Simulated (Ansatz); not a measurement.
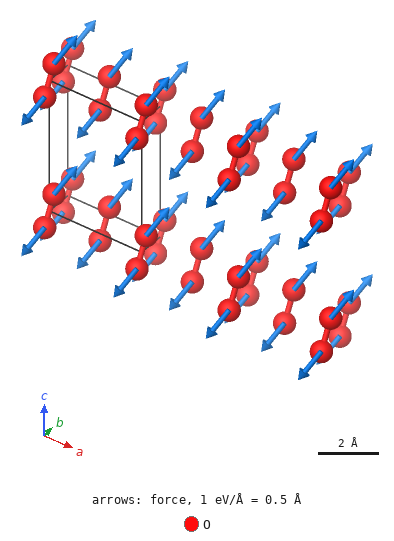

Starting geometry of a crystal of O (set up in P-1) with the computed forces as blue arrows. Style: ball-and-stick. Shown: the conventional cell (2 times the calculation's cell), repeated 3 × 1 × 1 with one cell outlined, slightly off an axis. Lengths and directions refer to the drawn axes.

Theory: Ansatz, DFT PBE+D3(BJ), scalar-relativistic, plane waves, PAW.

The input:
```yaml
crystal:
  lattice:
    - [0.0, 1.7007220374, 4.0792735047]
    - [1.6890173498, 0.0, 4.0792735047]
    - [1.6890173498, 1.7007220374, 0.0]
  atoms:
    - { symbol: O, position: [0.0521932889, 0.0917951897, 0.9052820691] }
    - { symbol: O, position: [0.9478067111, 0.9082048103, 0.0947179309] }
basis:
  ecutwfc: 420
kpoints:
  mp_grid: { grid: [14, 14, 14] }
hamiltonian:
  xc: pbe
  dispersion: d3bj
scf:
  occupations: { method: gaussian, width: 0.15 }
output:
  forces: true
  stress: true
  eigenvalues: true
relax:
  adjacent_minimum: "off"
  f_tol: 0.01
  max_steps: 80
  cell: { stress_tol: 0.1 }
```

Run as
```bash
ansatz run input.yaml --threads 1 --pin off --max-ram 2560MiB --backend cpu --events-out ev --progress --plain --runs-dir out
```

**What follows when this structure is relaxed?**

It isn't relaxed: the largest force vector, on O atoms, is 2.54 eV/Å. The final displacements follow the starting forces only in part (cosine between the two patterns 0.49). The energy falls by 52.7 meV per atom in 6 accepted moves (9 points after the start). The largest force component goes from 2.4 to 0.00097 eV/Å. Pressure: 6.79 GPa at the start and 0.00 GPa at the end. The line search rejected the trial step at point 1 of the run. At 2 points the geometry stayed and the basis and grid were re-selected for the new cell (energy shift of 0.4 meV per atom at most each time). The largest moves relative to the cell, 0.073 Å, are those of O1 and O2. O1 goes roughly along −a. The drawn cell changes as follows: a 3.401 → 3.395 Å (−0.2 %), b 3.378 → 3.385 Å (+0.2 %), c 4.420 → 4.435 Å (+0.3 %), β 112.6° → 112.4°; the volume changes by +0.5 %. Among the contacts that change: O1–O2 1.184 → 1.213 Å. The space group (tolerance 0.01 Å) goes from P-1 (No. 2) to Fmmm (No. 69).
